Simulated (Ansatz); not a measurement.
**W2CCl2 MXene monolayer in a perpendicular field**

Wanted: the out-of-plane response of the W2CCl2 MXene monolayer. A positive field points along +c.

Program: Ansatz 0.2.0. Level of theory: plane-wave DFT, PBE-D3(BJ), Ansatz PAW. Results are calculated unless marked as measured.

## Step 1: Starting point

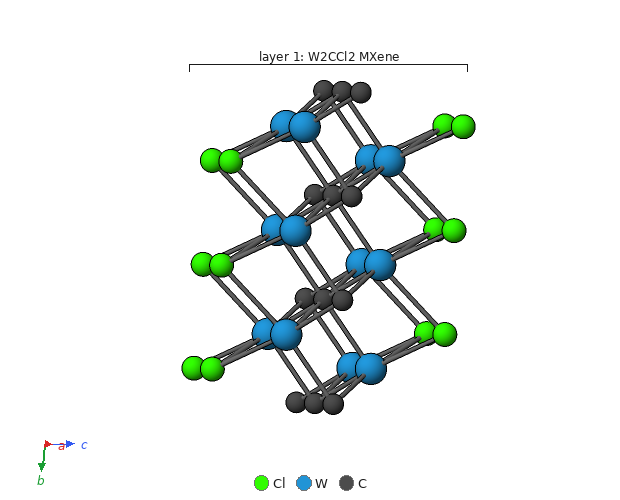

The cell as given, from the side, with the c axis across the page (chlorine green, tungsten blue, carbon dark grey). 2×3×1 cells are drawn. Some periodic images of atoms are drawn too.

The cell holds 5 atoms: 2 Cl, 2 W and 1 C. Cell: a = 3.125 Å, b = 3.125 Å, c = 42.763 Å, α = 90.0°, β = 90.0°, γ = 120.0°. Vacuum lies along c.

## Step 2: Relaxation

The starting cell is a guess, so the in-plane lattice and the atoms are relaxed first, with the slab cut off from its images along the normal.

The input, input.yaml:

```yaml
crystal:
  lattice:
    - [3.125408, 0.0, 0.0]
    - [-1.562704, 2.7066827252, 0.0]
    - [0.0, 0.0, 42.7631248253]
  atoms:
    - { symbol: Cl, position: [0.3333333333, 0.6666666667, 0.4314464875] }
    - { symbol: W, position: [0.6666666667, 0.3333333333, 0.4711620062] }
    - { symbol: C, position: [0.0, 0.0, 0.5] }
    - { symbol: W, position: [0.3333333333, 0.6666666667, 0.5288379938] }
    - { symbol: Cl, position: [0.6666666667, 0.3333333333, 0.5685535125] }
  periodic: [true, true, false]
kpoints:
  mp_grid: { grid: [12, 12, 1] }
hamiltonian:
  xc: pbe
  dispersion: d3bj
scf:
  occupations: { method: fermi_dirac, width: 0.05 }
  convergence: { dr2_threshold: 1.0e-09 }
relax:
  f_tol: 0.004
  max_steps: 90
  cell: {}
output:
  write_potential: true
  write_density: true
  volumetric_format: npy
```

On the command line:

```sh
$ ansatz run input.yaml --threads 2 --pin off --max-ram 3072MiB --backend cpu --events-out ev --progress --plain --runs-dir out
```

Numbers of over 12 decimals in the logs are rounded to 6 here.

What it wrote:

```text
Warning: relax.cell: scf.convergence.dr2_threshold = 1e-9 eV is looser than the 1.98697554066e-10 eV advised for a relaxation that steers and ends on the stress (1e-10 eV for each atom of the cell: 5, times the square of relax.cell.stress_2d_tol = 0.05 N/m over 15.9 Å (the atoms' height at the walk's start and 5 Å past either face), 3.152e-2 GPa, over a crystal's default 0.05). What an SCF threshold leaves in a stress goes as its square root, and in the free energy as the threshold itself, and one threshold admits the most on a small cell: [figures from the program's tests cut] Set scf.convergence.dr2_threshold to 1.98697554066e-10 eV or tighter. [rest of the remark cut]
Engine: ansatz 0.2.0, aarch64-unknown-linux-gnu
Pseudopotentials: kind: paw
Pseudopotential: Cl, paw, valence charge 7, recommended cutoff 420 eV (normal), Cl.paw.azcp
Pseudopotential: W, paw, valence charge 14, recommended cutoff 420 eV (normal), W.paw.azcp
Pseudopotential: C, paw, valence charge 4, recommended cutoff 420 eV (normal), C.paw.azcp
Functional definition: PBE
  parameter kappa = 0.804
  parameter beta = 0.066725
  exchange = pbe_x(kappa = kappa, mu = beta*pi^2/3)
  correlation = pbe_c(beta = beta)
Crystal: 5 atoms, lattice volume = 361.754 Å³
Basis set: ecut = 420 eV, 7031 PW (Γ), exchange–correlation on 48×48×576 points (8 copies of the dense FFT grid, shifted against one another)
Bands: 28, of which v1, the nominal top of the filled ones, is band 23 counted from 1 (22 counted from 0)
Symmetry: 12 space group operations
Space group: P-3m1 (ITA 164), of the structure as read, at distance tolerance 7.1e-5 Å
k-points: 19 of 144
Non-local potential: Cl, projectors of the file, l = 0: 2, l = 1: 2, l = 2: 2
Non-local potential: W, projectors of the file, l = 0: 3, l = 1: 2, l = 2: 2, l = 3: 1
Non-local potential: C, projectors of the file, l = 0: 2, l = 1: 2, l = 2: 1
PAW form: soft (Blöchl's): semilocal exchange-correlation on the pseudo side does not see the compensation charge
PAW one-centre angular grid: Cl, 110 points (default); XC on 64 Gauss nodes
PAW one-centre angular grid: W, 590 points (default); XC on 64 Gauss nodes
PAW one-centre angular grid: C, 110 points (default); XC on 64 Gauss nodes
Initial density: superposition of atomic densities (neutral atoms: chi_scale 0, normalization atom), corrected by the library's trained network
Initial wavefunctions: pseudopotential atomic-orbital guess
Functional: x = pbe(κ = 0.804, μ = 0.219515), c = pbe(β = 0.066725)
SCF iter   1: F=—  HF=-23180.853760 eV  |F-HF|=—  |Δ(HF+E_count)|=         —  Δρ=6.97e-3  dr2=8.99e-1  ethr=1.77e-3  ⟨swp⟩=14.0  Hψ=4150  notcnv=0
preconditioner: auto → LDOS  [metal: Δε(μ)=0.075 eV  Ē_g=8.820 eV  σ=0.050 eV  W_gap=0.36  n_scr=26 (ndim 8)  ℏωp=10.7 eV  f_vac=0.777  D(μ)=3.72/eV (n_scr^D=18)  β→1.0]
SCF iter   2: F=—  HF=-23180.739894 eV  |F-HF|=—  |Δ(HF+E_count)|=   1.14e-1  Δρ=2.44e-3  dr2=4.37e-2  ethr=1.77e-3  ⟨swp⟩=3.4  Hψ=1007  notcnv=0
SCF iter   3: F=—  HF=-23180.737135 eV  |F-HF|=—  |Δ(HF+E_count)|=   2.76e-3  Δρ=1.30e-3  dr2=1.47e-2  ethr=9.49e-5  ⟨swp⟩=3.2  Hψ=1289  notcnv=0
SCF iter   4: F=—  HF=-23180.735150 eV  |F-HF|=—  |Δ(HF+E_count)|=   1.98e-3  Δρ=4.54e-4  dr2=1.26e-3  ethr=3.20e-5  ⟨swp⟩=3.2  Hψ=1124  notcnv=0
SCF iter   5: F=—  HF=-23180.734855 eV  |F-HF|=—  |Δ(HF+E_count)|=   2.95e-4  Δρ=1.06e-4  dr2=6.54e-5  ethr=2.75e-6  ⟨swp⟩=3.5  Hψ=1259  notcnv=0
SCF iter   6: F=—  HF=-23180.734889 eV  |F-HF|=—  |Δ(HF+E_count)|=   3.37e-5  Δρ=2.83e-5  dr2=2.42e-6  ethr=1.42e-7  ⟨swp⟩=3.6  Hψ=1237  notcnv=0
SCF iter   7: F=—  HF=-23180.734886 eV  |F-HF|=—  |Δ(HF+E_count)|=   2.42e-6  Δρ=5.07e-6  dr2=7.81e-8  ethr=5.25e-9  ⟨swp⟩=3.7  Hψ=1382  notcnv=0
SCF iter   8: F=—  HF=-23180.734887 eV  |F-HF|=—  |Δ(HF+E_count)|=   1.92e-7  Δρ=1.32e-6  dr2=3.82e-9  ethr=1.70e-10  ⟨swp⟩=3.6  Hψ=1326  notcnv=0
SCF iter   9: F=-23180.734887 eV  HF=-23180.734887 eV  |F-HF|=6.34e-9  |Δ(HF+E_count)|=   4.11e-8  Δρ=3.07e-7  dr2=2.85e-10  ethr=2.17e-12  ⟨swp⟩=14.9  Hψ=5595  notcnv=0
SCF 1 converged in 9 iterations: F = -23180.734887 eV  dr2 = 2.85e-10
  greatest PAW one-centre occupation: 0.999 electrons in one spin orbital (limit 2), on the W atom at site 3 (counted from 0), in its partial waves of l = 0
relax step   1: F+E_penalty+E_count = -23180.73488674 eV  Δ(F+E_penalty+E_count) = +0.000e0 eV  max|allowed force component| = 1.909e0 eV/Å  Δτ_max = 0.0000 Å  P = -2.737 N/m  Ω = 361.754 Å³  fix = [c, alpha, beta]  reactions: c -0.000 N/m  (9 SCF iters, accepted)
Crystal: 5 atoms, lattice volume = 342.882 Å³
Basis set: ecut = 420 eV, 6671 PW (Γ), exchange–correlation on 48×48×576 points (8 copies of the dense FFT grid, shifted against one another)
Initial density: handed on by an earlier stage of this run
Initial wavefunctions: those handed on with the density
iter 1 solved again at ethr=7.15e-4 eV; its pass at ethr=3.10e-3 eV (dr2=3.29e-1 eV) is discarded
SCF iter   1: F=—  HF=-23181.181700 eV  |F-HF|=—  |Δ(HF+E_count)|=         —  Δρ=7.10e-3  dr2=3.32e-1  ethr=7.15e-4  ⟨swp⟩=1.9  Hψ=5060  notcnv=0
preconditioner: auto → LDOS  [metal: Δε(μ)=0.034 eV  Ē_g=8.867 eV  σ=0.050 eV  W_gap=0.16  n_scr=26 (ndim 8)  ℏωp=11.0 eV  f_vac=0.769  D(μ)=3.09/eV (n_scr^D=16)  β→1.0]
SCF iter   2: F=—  HF=-23181.135480 eV  |F-HF|=—  |Δ(HF+E_count)|=   4.62e-2  Δρ=2.39e-3  dr2=5.37e-2  ethr=7.15e-4  ⟨swp⟩=3.1  Hψ=975  notcnv=0
SCF iter   3: F=—  HF=-23181.129576 eV  |F-HF|=—  |Δ(HF+E_count)|=   5.90e-3  Δρ=1.68e-3  dr2=2.20e-2  ethr=1.17e-4  ⟨swp⟩=3.9  Hψ=1324  notcnv=0  defer=1
SCF iter   4: F=—  HF=-23181.125200 eV  |F-HF|=—  |Δ(HF+E_count)|=   4.38e-3  Δρ=3.75e-4  dr2=8.08e-4  ethr=4.79e-5  ⟨swp⟩=3.0  Hψ=1164  notcnv=0  defer=1
SCF iter   5: F=—  HF=-23181.125110 eV  |F-HF|=—  |Δ(HF+E_count)|=   8.95e-5  Δρ=1.09e-4  dr2=4.59e-5  ethr=1.76e-6  ⟨swp⟩=3.6  Hψ=1290  notcnv=0  defer=1
SCF iter   6: F=—  HF=-23181.125167 eV  |F-HF|=—  |Δ(HF+E_count)|=   5.64e-5  Δρ=2.07e-5  dr2=8.19e-7  ethr=9.99e-8  ⟨swp⟩=3.4  Hψ=1234  notcnv=0  defer=1
SCF iter   7: F=—  HF=-23181.125161 eV  |F-HF|=—  |Δ(HF+E_count)|=   5.75e-6  Δρ=5.71e-6  dr2=1.00e-7  ethr=1.78e-9  ⟨swp⟩=3.8  Hψ=1421  notcnv=0  defer=1
SCF iter   8: F=—  HF=-23181.125161 eV  |F-HF|=—  |Δ(HF+E_count)|=   3.42e-7  Δρ=9.67e-7  dr2=1.33e-9  ethr=2.18e-10  ⟨swp⟩=3.7  Hψ=1318  notcnv=0  defer=1
SCF iter   9: F=-23181.125161 eV  HF=-23181.125161 eV  |F-HF|=4.32e-9  |Δ(HF+E_count)|=   4.34e-8  Δρ=1.64e-7  dr2=5.38e-11  ethr=2.17e-12  ⟨swp⟩=14.4  Hψ=5386  notcnv=0
SCF 2 converged in 9 iterations: F = -23181.125161 eV  dr2 = 5.38e-11
[...]
relax step   6: F+E_penalty+E_count = -23181.63170855 eV  Δ(F+E_penalty+E_count) = -2.572e-1 eV  max|allowed force component| = 4.869e-1 eV/Å  Δτ_max = 0.0926 Å  P = +3.851 N/m  Ω = 373.365 Å³  energy of the carried Pulay correction = -1.588e-3 eV  fix = [c, alpha, beta]  reactions: c +0.000 N/m  (9 SCF iters, accepted)
relax step   7: F+E_penalty+E_count = -23181.77285584 eV  Δ(F+E_penalty+E_count) = -1.411e-1 eV  max|allowed force component| = 3.572e-1 eV/Å  Δτ_max = 0.1000 Å  P = +2.719 N/m  Ω = 386.753 Å³  energy of the carried Pulay correction = -3.358e-3 eV  fix = [c, alpha, beta]  reactions: c +0.000 N/m  (8 SCF iters, accepted)
relax step   8: F+E_penalty+E_count = -23181.94246438 eV  Δ(F+E_penalty+E_count) = -1.696e-1 eV  max|allowed force component| = 1.974e-1 eV/Å  Δτ_max = 0.1478 Å  P = +2.532 N/m  Ω = 407.472 Å³  energy of the carried Pulay correction = -5.976e-3 eV  fix = [c, alpha, beta]  reactions: c +0.000 N/m  (9 SCF iters, accepted)
relax step   9: F+E_penalty+E_count = -23181.91400015 eV  Δ(F+E_penalty+E_count) = +2.846e-2 eV  max|allowed force component| = 8.352e-1 eV/Å  Δτ_max = 0.0955 Å  P = -1.142 N/m  Ω = 425.186 Å³  energy of the carried Pulay correction = -8.106e-3 eV  fix = [c, alpha, beta]  (8 SCF iters, rejected (line search))
relax step  10: F+E_penalty+E_count = -23181.95833397 eV  Δ(F+E_penalty+E_count) = -1.587e-2 eV  max|allowed force component| = 1.825e-1 eV/Å  Δτ_max = 0.0450 Å  P = -0.132 N/m  Ω = 416.551 Å³  energy of the carried Pulay correction = -7.080e-3 eV  fix = [c, alpha, beta]  reactions: c -0.000 N/m  (7 SCF iters, accepted)
relax step  11: F+E_penalty+E_count = -23181.95949462 eV  Δ(F+E_penalty+E_count) = -1.161e-3 eV  max|allowed force component| = 1.222e-2 eV/Å  Δτ_max = 0.0076 Å  P = +0.002 N/m  Ω = 416.152 Å³  energy of the carried Pulay correction = -7.032e-3 eV  fix = [c, alpha, beta]  reactions: c +0.000 N/m  (8 SCF iters, accepted)
relax step  12: F+E_penalty+E_count = -23181.95950026 eV  Δ(F+E_penalty+E_count) = -5.644e-6 eV  max|allowed force component| = 1.748e-4 eV/Å  Δτ_max = 0.0006 Å  P = +0.001 N/m  Ω = 416.152 Å³  energy of the carried Pulay correction = -7.032e-3 eV  fix = [c, alpha, beta]  reactions: c +0.000 N/m  (6 SCF iters, accepted)
relax step  13: F+E_penalty+E_count = -23181.97271792 eV  Δ(F+E_penalty+E_count) = -1.322e-2 eV  max|allowed force component| = 2.021e-3 eV/Å  Δτ_max = 0.0000 Å  P = +0.168 N/m  Ω = 416.152 Å³  fix = [c, alpha, beta]  reactions: c +0.000 N/m  stress off target by 1.68e-1 N/m on what of the cell is left free  SCF on the basis re-selected at this cell (its energy is not comparable with the rows above)  (5 SCF iters)
relax step  14: F+E_penalty+E_count = -23181.97272373 eV  Δ(F+E_penalty+E_count) = -5.818e-6 eV  max|allowed force component| = 2.475e-4 eV/Å  Δτ_max = 0.0016 Å  P = +0.005 N/m  Ω = 416.705 Å³  energy of the carried Pulay correction = -6.701e-5 eV  fix = [c, alpha, beta]  reactions: c +0.000 N/m  (5 SCF iters, accepted)
iter 1 solved again at ethr=8.10e-8 eV; its pass at ethr=3.10e-3 eV (dr2=3.73e-5 eV) is discarded
SCF iter   1: F=—  HF=-23181.972622 eV  |F-HF|=—  |Δ(HF+E_count)|=         —  Δρ=1.11e-5  dr2=1.37e-8  ethr=8.10e-8  ⟨swp⟩=7.3  Hψ=7346  notcnv=0
preconditioner: auto → LDOS  [metal: Δε(μ)=0.067 eV  Ē_g=8.822 eV  σ=0.050 eV  W_gap=0.30  n_scr=24 (ndim 8)  ℏωp=10.0 eV  f_vac=0.790  D(μ)=2.37/eV (n_scr^D=12)  β→1.0]
SCF iter   2: F=—  HF=-23181.972797 eV  |F-HF|=—  |Δ(HF+E_count)|=   1.74e-4  Δρ=6.89e-7  dr2=1.32e-9  ethr=2.97e-11  ⟨swp⟩=6.6  Hψ=2282  notcnv=0
SCF iter   3: F=-23181.972797 eV  HF=-23181.972797 eV  |F-HF|=1.17e-7  |Δ(HF+E_count)|=   1.11e-7  Δρ=2.17e-7  dr2=2.94e-10  ethr=2.17e-12  ⟨swp⟩=21.1  Hψ=5845  notcnv=0
SCF 15 converged in 3 iterations: F = -23181.972797 eV  dr2 = 2.94e-10
relax step  15: F+E_penalty+E_count = -23181.97279675 eV  Δ(F+E_penalty+E_count) = -7.301e-5 eV  max|allowed force component| = 2.559e-4 eV/Å  Δτ_max = 0.0000 Å  P = +0.005 N/m  Ω = 416.705 Å³  fix = [c, alpha, beta]  reactions: c +0.000 N/m  stress off target by 4.82e-3 N/m on what of the cell is left free  SCF on the basis re-selected at this cell (its energy is not comparable with the rows above)  (3 SCF iters)
basis re-selected at this cell: Δ(F+E_penalty+E_count) = -7.301e-5 eV, ΔP = +0.000 N/m vs the last step (what re-selecting the basis moved, of the pressure what is left beyond the Pulay correction that the steps carried, after the strain that the cell walked since its last selection, with what the two solves' SCF thresholds leave and, on support functions, any second-order correction that the steps lacked; it is no m [...]
WARN: The input density's exchange-correlation potential varies sharply where the density is thin. Do not read a vacuum level from v_tot or v_xc, or from such a field of the output density. On a cell that repeats whose density bears no net charge and no dipole along the vacuum's axis use v_es (v_loc + v_h of the components); under efield.dipole_correction with no amplitude use v_es + v_field, which holds any external [...]
SCF converged after 3 iterations
Free energy (F): -23181.972797 eV
Harris-Foulkes:  -23181.972797 eV  (|F-HF|=1.17e-7)
Internal energy: -23181.953763 eV  (E = F + TS)
E sigma→0 (E₀):  -23181.963280 eV
Entropy (-TS):   -0.019034 eV (-3.807 meV/atom)
Fermi energy:    -3.971083 eV
--- Per-component energies (eV) ---
  E_band       = -1171.638697
  E_kinetic    = 1318.004307
  E_local      = -173080.840382  (includes V_loc(G=0)·N_el)
  E_nonlocal   = 87.302454
  E_hartree    = 85768.699331
  E_xc         = -796.656613
  E_vxc        = -781.991956  (∫ρ·V_xc dr)
  E_paw        = -18543.571549  (= ΣΔE_a)
  E_vpaw       = -251.511879  (= ΣTr[D̂ρ^β])
  E_aug_tail   = 0.000057  (compensation charges beyond the density's cutoff)
  E_ewald      = 82066.598717
  E_disp       = -1.490085  (pairwise vdW)
  E_smearing   = -0.019034  (= −TS)
  E_closure    = 0.000000  (closes the sum)
  Σ components = -23181.972797   (vs F -23181.972797, Δ=0.00e0)
--- Forces (eV/Å), atoms counted from 1 ---
  atom   1  Cl     0.00000000     0.00000000     0.00025589
  atom   2  W     -0.00000000    -0.00000000     0.00023245
  atom   3  C     -0.00000000    -0.00000000     0.00000000
  atom   4  W      0.00000000     0.00000000    -0.00023245
  atom   5  Cl    -0.00000000    -0.00000000    -0.00025589
  max |Σ_I F_I| component: 1.85e-17 eV/Å
--- 2D stress c σ (N/m, compression-positive) ---
        0.004823      -0.000000      -0.000000
       -0.000000       0.004823      -0.000000
       -0.000000      -0.000000       0.000000
  P = ½ c Tr σ = 0.0048 N/m
--- Band table (eV; the first three rows and the last of 19) ---
  k-point 0: bands = [... 19 lower, -7.6526, -7.3661, -7.3661, -4.1108, -3.5539, -3.2998, -3.2998, -2.4374, ... 1 higher]
  k-point 1: bands = [... 19 lower, -7.9330, -7.2759, -7.0694, -4.1706, -3.7159, -3.2918, -2.9004, -2.4420, ... 1 higher]
  k-point 2: bands = [... 19 lower, -8.2084, -7.4419, -6.6449, -4.4381, -3.8894, -3.2648, -2.4121, -2.0714, ... 1 higher]
  k-point 18: bands = [... 19 lower, -8.4865, -6.0758, -5.9403, -5.9403, -2.7656, -2.7656, -2.4031, -0.9193, ... 1 higher]
  the weakly bound empty levels are not read free of the cell's end (no_gap_told)
--- Relaxed structure (13 steps of the walk, 11 accepted, 2 SCFs on fresh bases) ---
  F+E_penalty+E_count = -23181.97279675 eV   max|allowed force component| = 2.559e-4 eV/Å   (the final SCF, on the basis selected at the relaxed cell)
  cell:  # Å, volume = 416.7046 Å³
    - [3.354394, 0.0, 0]
    - [-1.677197, 2.904991, 0]
    - [0, 0, 42.7631248253]
  atoms:
    - { symbol: Cl, position: [0.333333, 0.666667, 0.436261] }
    - { symbol: W, position: [0.666667, 0.333333, 0.478487] }
    - { symbol: C, position: [0, 0, 0.5] }
    - { symbol: W, position: [0.333333, 0.666667, 0.521513] }
    - { symbol: Cl, position: [0.666667, 0.333333, 0.563739] }
```

Elapsed: 1.8 min, on 2 threads of Arm Neoverse V2, shared host; peak memory 0.69 GiB.

Relaxation path:

| step | energy less that of the first step (eV) | largest force component (eV/Å) | volume (Å³) |
| --- | --- | --- | --- |
| 1 | 0.0000 | 1.9089 | 361.75 |
| 2 | -0.3903 | 0.4518 | 342.88 |
| 3 | -0.4070 | 0.2574 | 343.65 |
| 4 | -0.6396 | 0.8129 | 356.05 |
| 5 | -0.4198 | 4.1215 | 378.47 |
| 6 | -0.8968 | 0.4869 | 373.36 |
| 7 | -1.0380 | 0.3572 | 386.75 |
| 8 | -1.2076 | 0.1974 | 407.47 |
| 9 | -1.1791 | 0.8352 | 425.19 |
| 10 | -1.2234 | 0.1825 | 416.55 |
| 11 | -1.2246 | 0.0122 | 416.15 |
| 12 | -1.2246 | 0.0002 | 416.15 |
| 13* | -1.2378 | 0.0020 | 416.15 |
| 14 | -1.2378 | 0.0002 | 416.70 |
| 15* | -1.2379 | 0.0003 | 416.70 |

Relaxation steps marked * repeat the geometry before them on a plane-wave basis chosen anew for their cell, so energy and pressure can jump there. Relaxation steps 5, 9 were tried and not accepted.

Forces are held to the 12 operations that the run works with; a distortion that breaks them can't arise in this run.

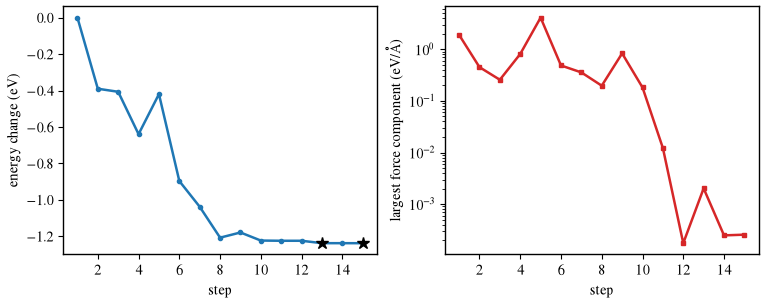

Energy and largest force along the relaxation. Stars mark steps on a basis chosen anew.

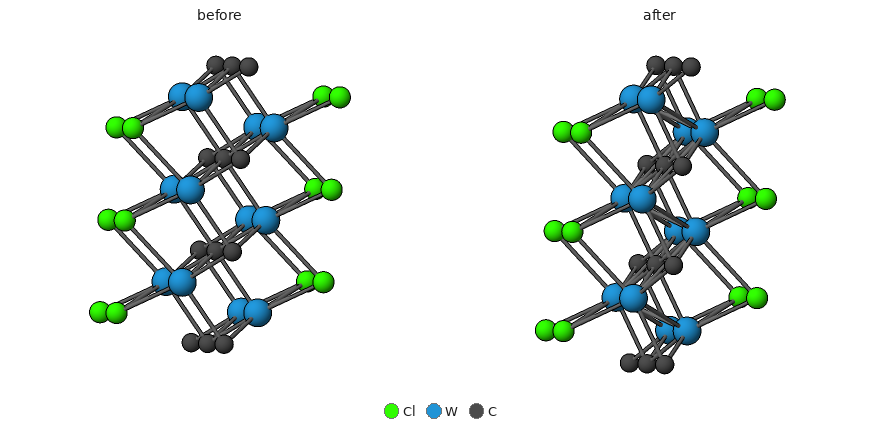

Before and after, at one scale.

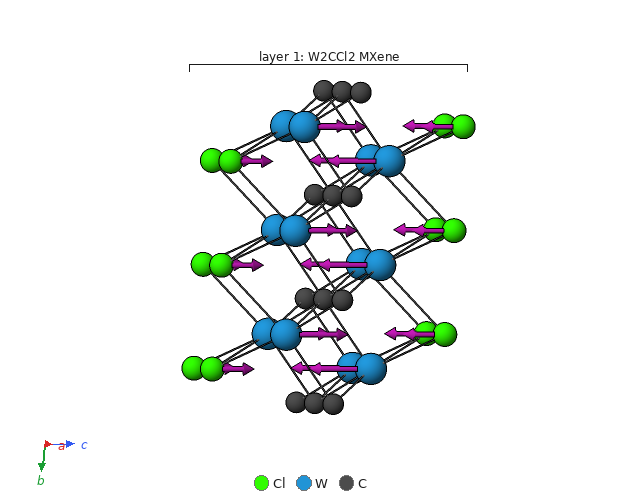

Displacements in the relaxation, exaggerated, measured against the changing cell; the longest in the cell stands for 0.31 Å. 2×3×1 cells are drawn. Some periodic images of atoms are drawn too.

| cell as run | before | after | change |
| --- | --- | --- | --- |
| a (Å) | 3.125 | 3.354 | +7.3 % |
| b (Å) | 3.125 | 3.354 | +7.3 % |

The atoms that moved most (Å, along periodic axes as changes of fractional coordinates times the final cell, across vacuum about the mean position):

| atom | dx | dy | dz | length |
| --- | --- | --- | --- | --- |
| W2 | 0.000 | 0.000 | 0.313 | 0.313 |
| W4 | 0.000 | 0.000 | -0.313 | 0.313 |
| Cl5 | 0.000 | 0.000 | -0.206 | 0.206 |
| Cl1 | 0.000 | 0.000 | 0.206 | 0.206 |

Final coordinates:

```cif
data_structure
_symmetry_space_group_name_H-M 'P 1'
_symmetry_Int_Tables_number 1
_cell_length_a 3.3544
_cell_length_b 3.3544
_cell_length_c 42.7631
_cell_angle_alpha 90.000
_cell_angle_beta 90.000
_cell_angle_gamma 120.000
_cell_volume 416.70
loop_
_atom_site_label
_atom_site_type_symbol
_atom_site_fract_x
_atom_site_fract_y
_atom_site_fract_z
_atom_site_occupancy
Cl1 Cl 0.33333 0.66667 0.43626 1
W2 W 0.66667 0.33333 0.47849 1
C3 C 0.00000 0.00000 0.50000 1
W4 W 0.33333 0.66667 0.52151 1
Cl5 Cl 0.66667 0.33333 0.56374 1
```

Numbers from this step:

| Quantity | Value |
| --- | --- |
| energy at zero smearing | -23181.9633 eV |

The lattice constant a goes from 3.125 to 3.354 Å.

(Part 1 of 2 ends here.)

[Logs are printed without paths, hosts, clocks, repeated set-up lines and the standing remarks that a program may print on its own settings, such as how far it seeks lower states.]

[Hosts, paths, dates, database ids (printed as entryN), source tags and the programs' standing remarks are cut or masked in the printed files.]

[Maps of the electrostatic potential energy from Ansatz leave out the sawtooth potential of an applied field or a dipole correction, so their vacuum need not be flat; planar profiles and work functions include it.]
